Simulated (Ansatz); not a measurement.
# Time against size: graphene/h-GaN/graphene sandwich (62 atoms) repeated, support functions

The cell holds 62 atoms: 48 C, 7 Ga and 7 N. Its edges and angles: a = 8.507 Å, b = 8.507 Å, c = 22.960 Å, α = 90.0°, β = 90.0°, γ = 120.0°. It derives from C and GaN. 12 cells of graphene (a = 2.46 Å, strained -0.17 %) and 7 cells of h-GaN (a = 3.21 Å, +0.17 %) on one hexagonal cell, twist 49.11 deg; facing planes 3.5, 3.46 Å apart; 16 Å of vacuum; displaced by a Gaussian of 0.01 Å. Regions: layer 1, 24 atoms (24 C); layer 2, 14 atoms (7 Ga and 7 N); layer 3, 24 atoms (24 C). Vacuum lies along c.

Calculated with Ansatz 0.2.0: Kohn-Sham DFT, PBE+D4, PAW (set soft_2), localised support functions (medium); the typed cell is repeated and solved at Γ on 1 × NVIDIA H100 80GB HBM3 with 5 threads of AMD EPYC 7R13 (Zen 3), shared host.

| atoms | wall time divided by the number of SCF cycles (s) | repeats | SCF cycles |
| --- | --- | --- | --- |
| 62 | 0.2933 | 1×1×1 | 24 |
| 248 | ? | ? | ? |
| 558 | 1.127 | 3×3×1 | 21 |
| 992 | 2.192 | 4×4×1 | 21 |
| 2232 | 5.858 | 6×6×1 | 22 |

**Question.** Fit a power law of the atom count to the rows given and interpolate to the withheld row.

**Working.**

A power law y = A x^b is a line in u = ln x and v = ln y.

```
u = ln x  v = ln y
 4.12713  -1.22645
 6.32436  0.119686
 6.89972  0.784771
 7.71065   1.76776
```

With n = 4: mean u = 6.26547, mean v = 0.361443, Σ(u − ū)² = 7.0668, Σ(u − ū)(v − v̄) = 5.6821. Slope b = 5.6821 / 7.0668 = 0.80406; intercept a = v̄ − b ū = -4.6763.

At the withheld row u = 5.513, v = a + b u = -0.2432, and y = exp(v).

Prediction at 248: 0.7841 s. The run gave 0.715 s, so the fit is high by 0.069 s (9.7 % of the value).

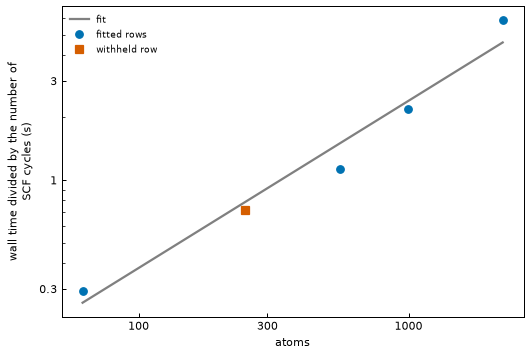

The fit, the rows that it rests on and the withheld row.

The fitted exponent is 0.80. Between neighbouring rows, the withheld one included, the exponents are 0.64, 0.56, 1.2 and 1.2, so one power law doesn't hold over the range. Among the rows given, the largest relative miss of the fit is at 558, by 0.38 s (34 %).

Limits: One run a row; fixed overheads weigh on the small cells.

[Logs are printed without paths, hosts, clocks, repeated set-up lines and the standing remarks that a program may print on its own settings, such as how far it seeks lower states.]

[Hosts, paths, dates, database ids (printed as entryN), source tags and the programs' standing remarks are cut or masked in the printed files.]
